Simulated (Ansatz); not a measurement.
System HfN (space group P6_3mc, No. 186); source of the atomic positions: the geometry relaxed with DFT PBE, scalar-relativistic, plane waves, PAW in Ansatz 0.2.0; the starting structure was generated, so it need not be a known form of this composition.

```cif
data_structure
_symmetry_space_group_name_H-M 'P6_3mc'
_symmetry_Int_Tables_number 186
_cell_length_a 3.4837
_cell_length_b 3.4837
_cell_length_c 5.6651
_cell_angle_alpha 90.000
_cell_angle_beta 90.000
_cell_angle_gamma 120.000
_cell_volume 59.54
loop_
_atom_site_label
_atom_site_type_symbol
_atom_site_symmetry_multiplicity
_atom_site_Wyckoff_symbol
_atom_site_fract_x
_atom_site_fract_y
_atom_site_fract_z
_atom_site_occupancy
Hf1 Hf 2 b 0.33333 0.66667 0.99903 1
N1 N 2 b 0.33333 0.66667 0.37410 1
```

Describe the stacking along c, with columns A (0, 0), B (1/3, 2/3), C (2/3, 1/3) of the hexagonal mesh.

Hf(B) – N(B) – Hf(C) – N(C) (four layers in 5.67 Å).

N layers alone: BC, the hexagonal close-packed type.

Hf: two tetrahedral sites in each hexagonal cell.

Polytype symbol 2H, the symbol of a tetrahedral polytype (number of double layers in the repeat and lattice).

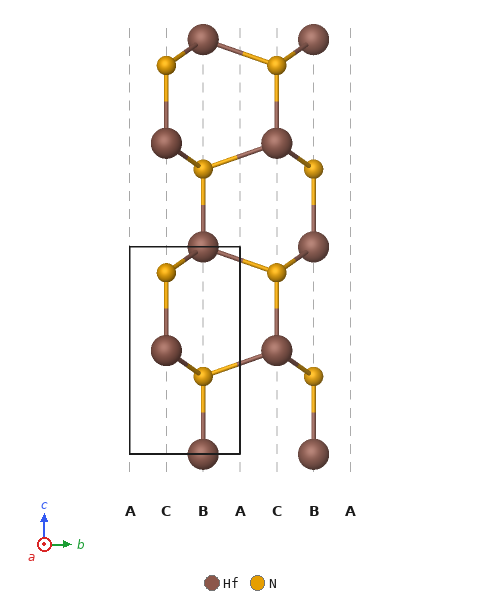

Projection along an edge of the hexagonal mesh, stacking direction c upwards. The dashed lines mark the three columns A (0, 0), B (1/3, 2/3) and C (2/3, 1/3). The sequence starts with the first layer at or above the cell's origin.
